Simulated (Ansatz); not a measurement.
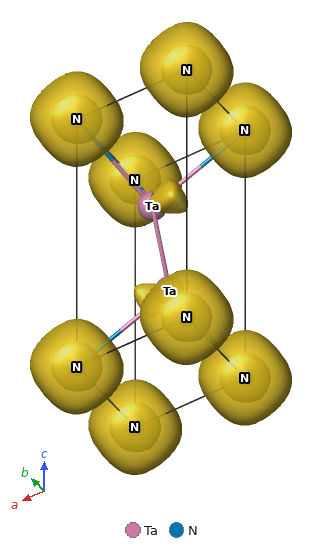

Figure. Ta$_{2}$N. Isosurface of the ELF at 0.7 (yellow), seen at an oblique angle. Only the valence region is drawn (cores and ρ < 0.01 e/Å³ removed). Sticks mark near contacts.

Space group P-3m1; a structure from a database of computed crystals, not necessarily the ambient phase; not relaxed (largest force 0.3 eV/Å); computed pressure about 7 GPa in this cell.

The calculation used Kohn-Sham DFT of a periodic cell, r2SCAN, Ansatz PAW in Ansatz 0.2.0.

```
Ta N
1.0
     3.07079    0.00000    0.00000
    -1.53540    2.65938    0.00000
     0.00000    0.00000    4.80402
Ta N
2 1
Direct
  0.33333 0.66667 0.25471
  0.66667 0.33333 0.74529
  0.00000 0.00000 0.00000
```

Question: Describe the localisation domains.

Answer: The surface consists of one region wrapped around N (its valence shell) and two pockets between the atoms, centred on no nucleus (multi-centre or interstitial), counted in one cell of 3 atoms. Regions shared between cells count once. Profiles from the grid: Ta–N (2.15 Å): the ELF peaks at about 0.80 in the valence shell of N, 0.6 Å from its nucleus, and drops to about 0.15 between the two atoms; no shared electron pair shows on this line. Ta–Ta (2.95 Å): the ELF is about 0.35 at the midpoint.

Question: Does the calculation give a band gap?

Answer: It is gapless in this calculation (a metal or semimetal); semilocal functionals without U, or without the true magnetic order, often close the gap of such compounds.
